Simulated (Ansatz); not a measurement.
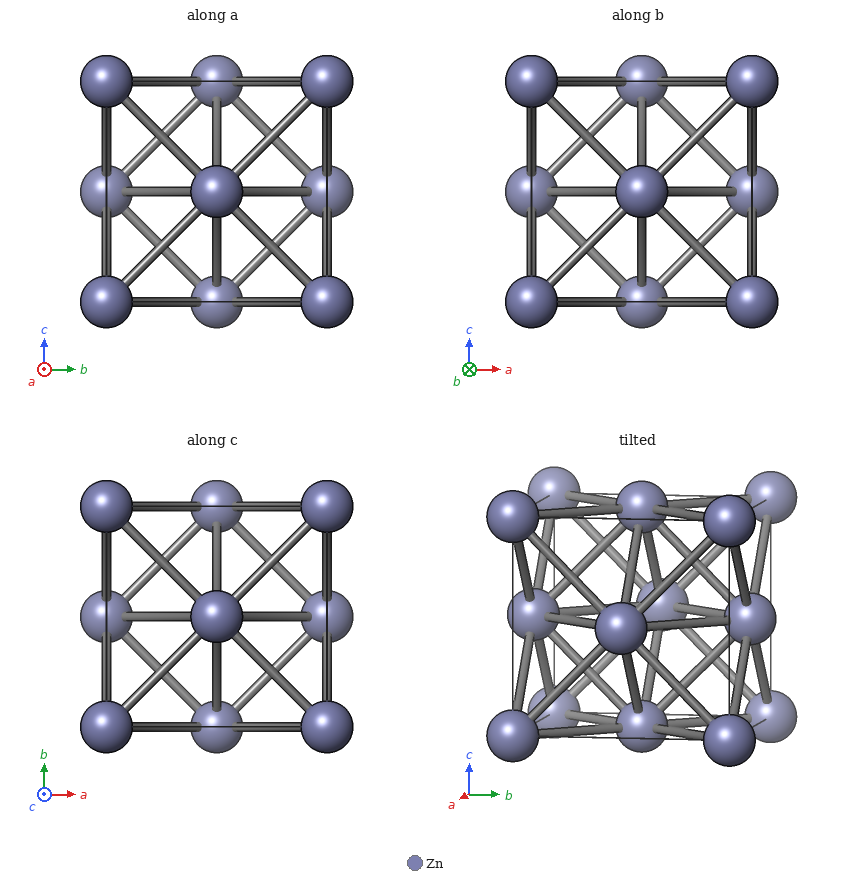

An orthographic ball-and-stick view of the structure, along the a axis, along the b axis, along the c axis and slightly off an axis. The conventional unit cell is outlined; an atom on or near a face, edge or corner is repeated at each equivalent position.

Lattice parameters: a = 3.7911 Å, b = 3.7911 Å, c = 3.7911 Å, α = 90.000°, β = 90.000°, γ = 90.000°.

Question: Put the structure into a CIF with its space group and independent sites.

Answer:
```cif
data_structure
_symmetry_space_group_name_H-M 'F m -3 m'
_symmetry_Int_Tables_number 225
_cell_length_a 3.7911
_cell_length_b 3.7911
_cell_length_c 3.7911
_cell_angle_alpha 90.000
_cell_angle_beta 90.000
_cell_angle_gamma 90.000
_cell_volume 54.49
loop_
_atom_site_label
_atom_site_type_symbol
_atom_site_symmetry_multiplicity
_atom_site_Wyckoff_symbol
_atom_site_fract_x
_atom_site_fract_y
_atom_site_fract_z
_atom_site_occupancy
Zn1 Zn 4 a 0.0000 0.0000 0.0000 1
```

Starting structure: a structure type filled with this element by a generator (whether the element takes this form wasn't checked). Earlier steps of the study may have refined or changed the cell and positions. Ansatz was used for an electronic-structure calculation on it.
